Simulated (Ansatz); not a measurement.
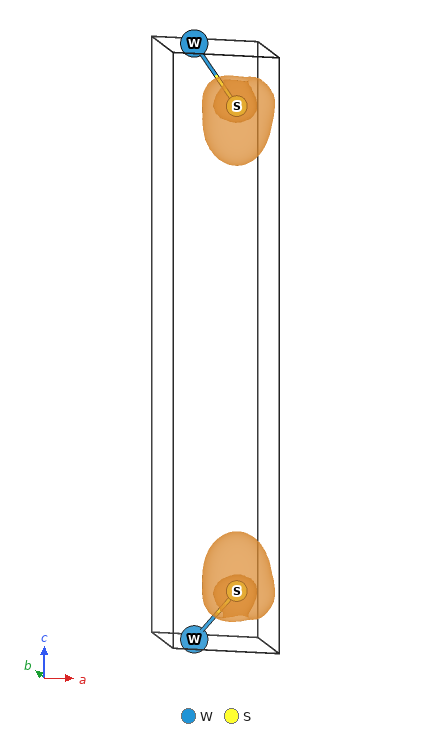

The picture shows: WS2. Isosurface of the electron localisation function at 0.75 (orange), seen slightly off an axis. Core shells and regions of very low density are left out. Sticks mark near contacts.

Space group P-6m2; a structure from a database of computed crystals, not necessarily the ambient phase.

Method: DFT PBE+D3(BJ), scalar-relativistic, plane waves, PAW (Ansatz 0.2.0).

In a PAW calculation such maps are meaningful between the atoms, not at the nuclei.

### Identify the bonds, lone pairs and shells in this picture.

The surface consists of two regions wrapped around S (the valence shell of each), counted in one cell of 3 atoms. Any copies at cell faces, edges or corners count once. Along the contacts the grid gives the following. W–S (2.41 Å): the ELF peaks at about 0.85 in the valence shell of S, 0.8 Å from its nucleus, and is about 0.50 at the midpoint.

### Metal or insulator at this level of theory?

It is gapped, with a Kohn–Sham gap of 1.9 eV on the k-point mesh, an upper bound to the gap of this method.
